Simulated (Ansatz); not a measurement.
# Band-structure calculation of SiC

System: SiC (P6₃mc, 4 atoms in the cell).
Method: DFT, r2SCAN, plane waves, PAW, no spin polarisation (Ansatz 0.2.0).

The structure was built on a prototype by a generator. The geometry comes from this level: r2SCAN (a point of a series of strains). It belongs to a series of runs on one base structure; here: epitaxial_xy strain -3.0%. Figures and captions count atoms from 1; the log counts them from 0 in places.

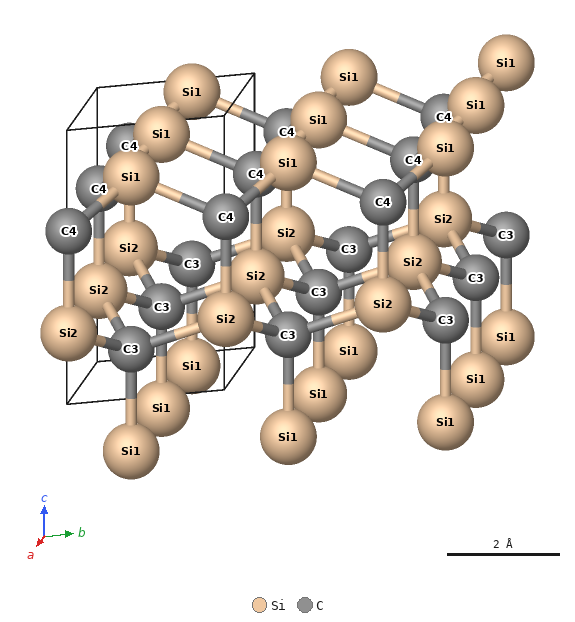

Figure 1. The structure (ball-and-stick view of the cell of the calculation, repeated 3 × 3 × 1, seen slightly off an axis; atoms are numbered from 1 in the order of the input). Near neighbours in the crystal (not all of them lie inside the picture): Si has 4 C at 1.84 to 1.89 Å; C has 4 Si at 1.84 to 1.89 Å.

**Input**
```yaml
crystal:
  lattice:
    - [2.983095552, 0.0, 0.0]
    - [-1.491547776, 2.58343653, 0.0]
    - [0.0, 0.0, 5.0762051791]
  atoms:
    - { symbol: Si, position: [0.3333333333, 0.6666666667, 0.0016304307] }
    - { symbol: Si, position: [0.6666666667, 0.3333333333, 0.5016304307] }
    - { symbol: C, position: [0.3333333333, 0.6666666667, 0.3733695693] }
    - { symbol: C, position: [0.6666666667, 0.3333333333, 0.8733695693] }
kpoints:
  mp_grid: { grid: [12, 12, 6] }
  band_path:
    path:
      - [0.0, 0.0, 0.0]
      - [0.5, 0.0, 0.0]
      - [0.3333333333, 0.3333333333, 0.0]
      - [0.0, 0.0, 0.5]
      - [0.5, 0.0, 0.5]
      - [0.3333333333, 0.3333333333, 0.5]
    npoints: 1
hamiltonian:
  xc: r2scan
scf:
  occupations: { method: fixed }
  n_extra_bands: 5
output:
  forces: true
  stress: true
  eigenvalues: true
  write_density: true
  write_potential: true
  elf: true
  volumetric_format: npy
```

Machine: 2 threads of AMD EPYC (Zen 3), 144 GiB of memory available, shared host.

Launch command:
```bash
ansatz run input.yaml --threads 2 --pin off --max-ram 20275MiB --backend cpu --events-out ev --progress --plain --runs-dir out
```

**What the program printed**
```
scf.n_extra_bands = 5 over 8 filled bands (N_el = 16.0): the run solves 13 bands
Engine: ansatz 0.2.0, x86_64-unknown-linux-gnu
Pseudopotentials: kind: paw
Pseudopotential: Si, paw, valence charge 4, recommended cutoff 500 eV (meta_gga), Si.paw.azcp
Pseudopotential: C, paw, valence charge 4, recommended cutoff 500 eV (meta_gga), C.paw.azcp
Functional definition: r2SCAN
  parameter k0 = 0.174
  parameter k1 = 0.065
  parameter a1 = 4.9479
  exchange = r2scan_x(k0 = k0, k1 = k1, a1 = a1)
  correlation = r2scan_c
Crystal: 4 atoms, lattice volume = 39.120 Å³
Basis set: ecut = 500 eV, 1015 PW (Γ), exchange–correlation on 96×96×160 points (64 copies of the dense FFT grid, shifted against one another)
Bands: 13, of which v1, the nominal top of the filled ones, is band 8 counted from 1 (7 counted from 0)
Symmetry: 12 space group operations
Space group: P63mc (ITA 186), of the structure as read, at distance tolerance 3.4e-5 Å
k-points: 76 of 864 (time reversal used)
Non-local potential: Si, projectors of the file, l = 0: 2, l = 1: 2, l = 2: 2
Non-local potential: C, projectors of the file, l = 0: 2, l = 1: 2, l = 2: 1
PAW form: soft (Blöchl's): semilocal exchange-correlation on the pseudo side does not see the compensation charge
PAW frozen core: Si, regenerated for the run's functional (the file was generated under x = pbe(κ = 0.804, μ = 0.2195149727645171), c = pbe(β = 0.06672455060314922))
PAW frozen core: C, regenerated for the run's functional (the file was generated under x = pbe(κ = 0.804, μ = 0.2195149727645171), c = pbe(β = 0.06672455060314922))
PAW one-centre angular grid: Si, 302 points (default); XC on 160 Gauss nodes
PAW one-centre angular grid: C, 302 points (default); XC on 239 of its mesh's 2573 points in the sphere
Initial density: superposition of atomic densities (neutral atoms: chi_scale 0, normalization atom), corrected by the library's trained network
Initial wavefunctions: pseudopotential atomic-orbital guess
Functional: x = r2scan, c = r2scan; τ floored in thin density (d = 2e-4 eV/Å³)
SCF iter   1: F=—  HF=-1782.393648 eV  |F-HF|=—  |Δ(HF+E_count)|=         —  Δρ=6.07e-3  dr2=9.83e-3  dr2_τ=4.57e-1  ethr=1.77e-3  ⟨swp⟩=4.3  Hψ=5512  notcnv=0  defer=222
preconditioner: auto → none  [insulator: Δε(μ)=2.225 eV  Ē_g=13.781 eV  n_scr=2 (ndim 8)  ℏωp=23.7 eV  f_vac=0.000  ε∞_Penn≈4.0]
SCF iter   2: F=—  HF=-1782.494965 eV  |F-HF|=—  |Δ(HF+E_count)|=   1.01e-1  Δρ=4.21e-3  dr2=3.61e-3  dr2_τ=7.61e-5  ethr=6.14e-5  ⟨swp⟩=3.0  Hψ=2479  notcnv=0  defer=226
SCF iter   3: F=—  HF=-1782.494998 eV  |F-HF|=—  |Δ(HF+E_count)|=   3.34e-5  Δρ=9.51e-4  dr2=2.83e-4  dr2_τ=1.31e-5  ethr=2.25e-5  ⟨swp⟩=2.5  Hψ=1594  notcnv=0  defer=226
SCF iter   4: F=—  HF=-1782.495066 eV  |F-HF|=—  |Δ(HF+E_count)|=   6.77e-5  Δρ=1.03e-4  dr2=2.51e-6  dr2_τ=7.29e-7  ethr=1.77e-6  ⟨swp⟩=2.0  Hψ=1610  notcnv=0  defer=225
SCF iter   5: F=—  HF=-1782.495064 eV  |F-HF|=—  |Δ(HF+E_count)|=   1.72e-6  Δρ=5.33e-5  dr2=8.82e-7  dr2_τ=3.15e-8  ethr=1.57e-8  ⟨swp⟩=2.0  Hψ=1516  notcnv=0  defer=76
SCF iter   6: F=—  HF=-1782.495064 eV  |F-HF|=—  |Δ(HF+E_count)|=   1.54e-7  Δρ=1.92e-5  dr2=1.07e-7  dr2_τ=1.04e-9  ethr=5.51e-9  ⟨swp⟩=2.0  Hψ=1520  notcnv=0  defer=76
SCF iter   7: F=-1782.495064 eV  HF=-1782.495064 eV  |F-HF|=2.38e-10  |Δ(HF+E_count)|=   1.55e-8  Δρ=4.47e-6  dr2=5.88e-9  dr2_τ=5.33e-11  ethr=6.25e-10  ⟨swp⟩=12.9  Hψ=7599  notcnv=0
SCF 1 converged in 7 iterations: F = -1782.495064 eV  dr2 = 5.88e-9
  greatest PAW one-centre occupation: 0.667 electrons in one spin orbital (limit 2), on the C atom at site 3 (counted from 0), in its partial waves of l = 0
```

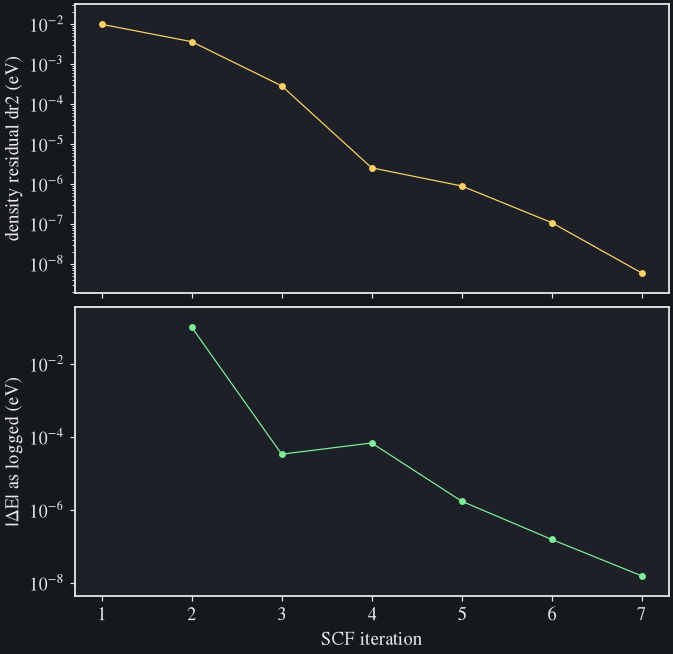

Figure 2. Convergence of the self-consistent field: density residual dr2 and size of the energy change against the SCF iteration. The residual falls at every step.

```
NSCF: frozen V_eff on 6 k-points
SCF converged after 7 iterations
Free energy (F): -1782.495064 eV
Harris-Foulkes:  -1782.495064 eV  (|F-HF|=2.38e-10)
Internal energy: -1782.495064 eV  (E = F + TS)
E sigma→0 (E₀):  -1782.495064 eV
Fermi energy:    10.365486 eV
--- Per-component energies (eV) ---
  E_band       = 60.202006
  E_kinetic    = 278.479578
  E_local      = -202.114845  (includes V_loc(G=0)·N_el)
  E_nonlocal   = 102.320066
  E_hartree    = 64.692826
  E_xc         = -204.883872
  E_vxc        = -240.258908  (∫ρ·V_xc dr)
  E_paw        = -1241.106626  (= ΣΔE_a)
  E_vpaw       = -18.857174  (= ΣTr[D̂ρ^β])
  E_aug_tail   = 0.000018  (compensation charges beyond the density's cutoff)
  E_vtau       = 11.246880  (kinetic-family band-sum trace: ∫τ·v_τ [+ j·A + Jᵃ·Aᵃ] dr)
  E_ewald      = -579.679795
  E_core_change = -0.202413  (= ΣΔE_core)
  E_smearing   = -0.000000  (= −TS)
  E_closure    = 0.000000  (closes the sum)
  Σ components = -1782.495064   (vs F -1782.495064, Δ=0.00e0)
--- Forces (eV/Å), atoms counted from 1 ---
  atom   1  Si    -0.00000000    -0.00000000     0.00079991
  atom   2  Si     0.00000000     0.00000000     0.00079991
  atom   3  C     -0.00000000    -0.00000000    -0.00080418
  atom   4  C      0.00000000     0.00000000    -0.00080418
  max |Σ_I F_I| component: 8.54e-6 eV/Å
--- Stress (GPa, compression-positive) ---
       21.447274       0.000000       0.000000
        0.000000      21.447274      -0.000000
        0.000000       0.000000       0.002491
  P = ⅓ Tr σ = 14.2990 GPa (142.990 kbar)
--- Band table (eV; the first three rows and the last of 76) ---
  k-point 0: bands = ["-6.5693", "-3.0051", "0.7909", "9.1266", "9.1266", "9.8263", "10.3655", "10.3655", "16.7352", "16.7535", "18.1349", "18.1349", "19.2985"]
  k-point 1: bands = ["-6.4305", "-3.5218", "1.5412", "9.0071", "9.1993", "9.1993", "10.2706", "10.2706", "16.8492", "17.3966", "18.1698", "18.1698", "19.0840"]
  k-point 2: bands = ["-6.0185", "-4.4709", "3.1776", "7.2048", "9.4045", "9.4045", "10.0211", "10.0211", "17.1798", "18.1553", "18.3522", "18.3522", "19.1369"]
  k-point 75: bands = ["-1.3628", "-1.3628", "2.1816", "2.1816", "4.1264", "4.1264", "8.1746", "8.1746", "15.8220", "15.8220", "16.5419", "16.5419", "22.5625"]
```

**File bands.tsv**
```
# k_distance	band_0	band_1	band_2	band_3	band_4	band_5	band_6	band_7	band_8	band_9	band_10	band_11	band_12
# fermi_ev = 10.365486
# lock_threshold_ev = 1e-6
# [0, 0, 0] at k_distance = 0.000000
# [0.5, 0, 0] at k_distance = 1.216052
# [0.3333333333, 0.3333333333, 0] at k_distance = 1.918140
# [0, 0, 0.5] at k_distance = 3.452652
# [0.5, 0, 0.5] at k_distance = 4.668704
# [0.3333333333, 0.3333333333, 0.5] at k_distance = 5.370792
# levels_relative_to = fermi_ev
# free_energy_ev = -1782.495064
# largest_residual_norms_ev = 6.553e-4 8.015e-4 7.376e-4 7.721e-4 9.298e-4 1.066e-3 7.495e-4 3.949e-4 1.071e-3 2.069e-3 1.147e-3 1.229e-3 2.404e-3
0.000000	-16.934826	-13.370581	-9.574562	-1.238840	-1.238840	-0.539225	0.000000	0.000000	6.369731	6.388017	7.769375	7.769375	8.933042
1.216052	-13.230924	-11.772209	-8.445728	-6.980818	-5.951255	-3.685200	-3.470618	-1.374058	3.514194	4.300398	7.829302	7.850948	10.453643
1.918140	-11.982148	-11.982148	-7.347594	-6.735749	-6.735749	-4.452836	-4.452836	-4.451234	2.250307	9.034869	9.473792	9.473792	10.935691
3.452652	-15.715732	-15.715732	-5.214885	-5.214885	-0.663739	-0.663739	-0.663739	-0.663739	7.316763	7.316763	8.405597	8.405597	8.405597
4.668704	-12.384877	-12.384877	-8.900392	-8.900392	-2.834277	-2.834277	-2.595281	-2.595281	3.557460	3.557460	5.876458	5.876458	11.239143
5.370792	-11.728253	-11.728253	-8.183837	-8.183837	-6.239134	-6.239134	-2.190846	-2.190846	5.456512	5.456512	6.176463	6.176463	12.197026
```

**File rho_z.tsv**
```
# z_ang	rho[e/angstrom^3]
# format = ansatz-planar-average/11
# lattice	2.983095552	0.000000000	0.000000000
# lattice	-1.491547776	2.583436530	0.000000000
# lattice	0.000000000	0.000000000	5.076205179
# sites	4
# site	14	0.000000000	1.722291020	0.008276401
# site	14	1.491547776	0.861145510	2.546378990
# site	6	0.000000000	1.722291020	1.895300541
# site	6	1.491547776	0.861145510	4.433403131
0.000000	4.344565e-1
0.126905	3.539860e-1
0.253810	2.912923e-1
0.380715	2.497656e-1
0.507621	2.272473e-1
0.634526	2.184878e-1
0.761431	2.189098e-1
0.888336	2.274671e-1
1.015241	2.464591e-1
1.142146	2.792813e-1
1.269051	3.278139e-1
1.395956	3.905525e-1
1.522862	4.622175e-1
1.649767	5.354165e-1
1.776672	6.025192e-1
1.903577	6.537564e-1
2.030482	6.758268e-1
2.157387	6.585010e-1
2.284292	6.031874e-1
2.411197	5.227157e-1
2.538103	4.344565e-1
2.665008	3.539860e-1
2.791913	2.912923e-1
2.918818	2.497656e-1
3.045723	2.272473e-1
3.172628	2.184878e-1
3.299533	2.189098e-1
3.426438	2.274671e-1
3.553344	2.464591e-1
3.680249	2.792813e-1
3.807154	3.278139e-1
3.934059	3.905525e-1
4.060964	4.622175e-1
4.187869	5.354165e-1
4.314774	6.025192e-1
4.441680	6.537564e-1
4.568585	6.758268e-1
4.695490	6.585010e-1
4.822395	6.031874e-1
4.949300	5.227157e-1
```

**File v_z.tsv**
```
# z_ang	v_es[eV]	v_tot[eV]
# format = ansatz-planar-average/11
# xc	r2scan
# density_cutoff_ev	2000
# datasets	Si=:simpson_from_first_knot:soft:shift=0	C=:simpson_from_first_knot:soft:shift=0
# lattice	2.983095552	0.000000000	0.000000000
# lattice	-1.491547776	2.583436530	0.000000000
# lattice	0.000000000	0.000000000	5.076205179
# sites	4
# site	14	0.000000000	1.722291020	0.008276401
# site	14	1.491547776	0.861145510	2.546378990
# site	6	0.000000000	1.722291020	1.895300541
# site	6	1.491547776	0.861145510	4.433403131
0.000000	-4.547667e0	-1.846534e1
0.126905	-3.525150e0	-1.661742e1
0.253810	-1.978289e0	-1.408744e1
0.380715	1.862158e-1	-1.090833e1
0.507621	2.821942e0	-7.290238e0
0.634526	5.622209e0	-3.958648e0
0.761431	8.095568e0	-1.491013e0
0.888336	9.804039e0	2.593612e-1
1.015241	1.072936e1	1.020632e0
1.142146	1.095371e1	8.110734e-1
1.269051	1.026142e1	-4.975673e-1
1.395956	8.435018e0	-3.096791e0
1.522862	5.742148e0	-6.638179e0
1.649767	2.728119e0	-1.036053e1
1.776672	-2.714407e-1	-1.394637e1
1.903577	-2.953246e0	-1.715297e1
2.030482	-4.849045e0	-1.945056e1
2.157387	-5.773347e0	-2.067085e1
2.284292	-5.861595e0	-2.081645e1
2.411197	-5.348179e0	-1.998044e1
2.538103	-4.547667e0	-1.846534e1
2.665008	-3.525150e0	-1.661742e1
2.791913	-1.978289e0	-1.408744e1
2.918818	1.862158e-1	-1.090833e1
3.045723	2.821942e0	-7.290238e0
3.172628	5.622209e0	-3.958648e0
3.299533	8.095568e0	-1.491013e0
3.426438	9.804039e0	2.593612e-1
3.553344	1.072936e1	1.020632e0
3.680249	1.095371e1	8.110734e-1
3.807154	1.026142e1	-4.975673e-1
3.934059	8.435018e0	-3.096791e0
4.060964	5.742148e0	-6.638179e0
4.187869	2.728119e0	-1.036053e1
4.314774	-2.714407e-1	-1.394637e1
4.441680	-2.953246e0	-1.715297e1
4.568585	-4.849045e0	-1.945056e1
4.695490	-5.773347e0	-2.067085e1
4.822395	-5.861595e0	-2.081645e1
4.949300	-5.348179e0	-1.998044e1
```

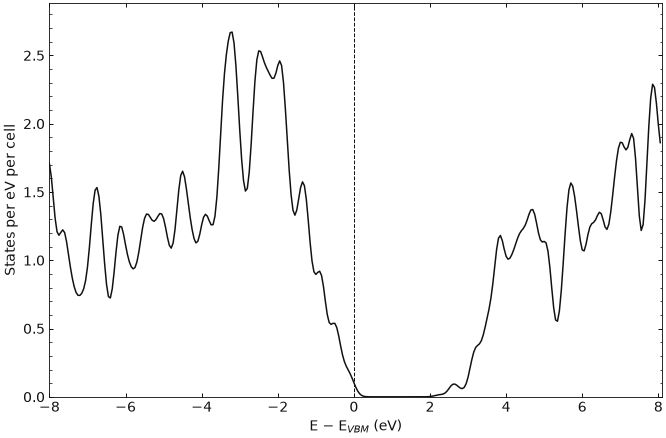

Figure 3. Density of states (the curve is built from the levels of the k mesh with Gaussians 0.3 eV wide, which also blur the band edges), with energies from the valence-band top. There is a gap of 2.25 eV on the k-point mesh. Small ripples come from the finite k-point mesh.

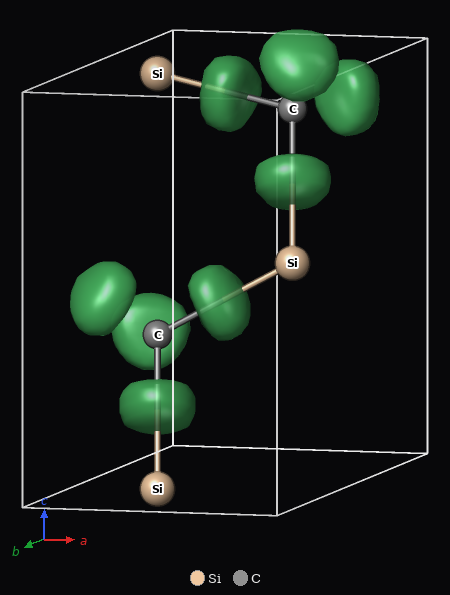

Figure 4. Isosurface of the ELF at 0.85 (green), seen at an oblique angle. Core shells and regions of very low density are left out. Sticks mark near contacts. The outline is the cell set on symmetry axes. Along the contacts the grid gives the following. Si–C (1.84 Å): the ELF peaks at about 0.95 between the atoms (localised, shared-pair bonding). Core electrons are frozen (PAW), so the fields are smoothed inside the atomic spheres.

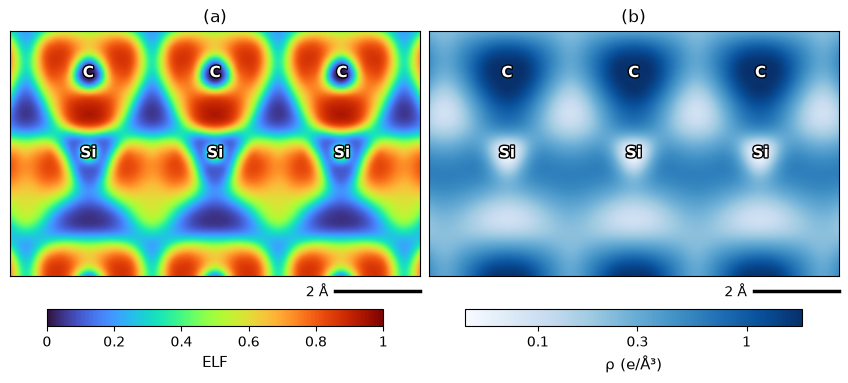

Figure 5. (a) electron localisation function; (b) valence electron density on the (100) plane of the conventional cell. Si–C (1.89 Å): ρ is about 0.89 e/Å³ halfway; the ELF peaks at about 0.95 between the atoms, which marks a covalent bond. Away from the nuclei the density in this plane falls to 0.09 e/Å³ at its lowest.

**Summary**

| quantity | value |
| --- | --- |
| outcome | converged |
| space group (tolerance 0.01 Å) | P6₃mc (186) |
| electrons treated | 16 |
| free energy | −1782.4951 eV |
| Fermi energy | 10.365 eV |
| gap on the k-point mesh | 2.25 eV |
| pressure | 14.30 GPa |
| largest force (length of the vector) | 0.001 eV/Å |
| wall time | 3.6 s (CPU time 6.9 s) |
| peak memory | 0.67 GiB |
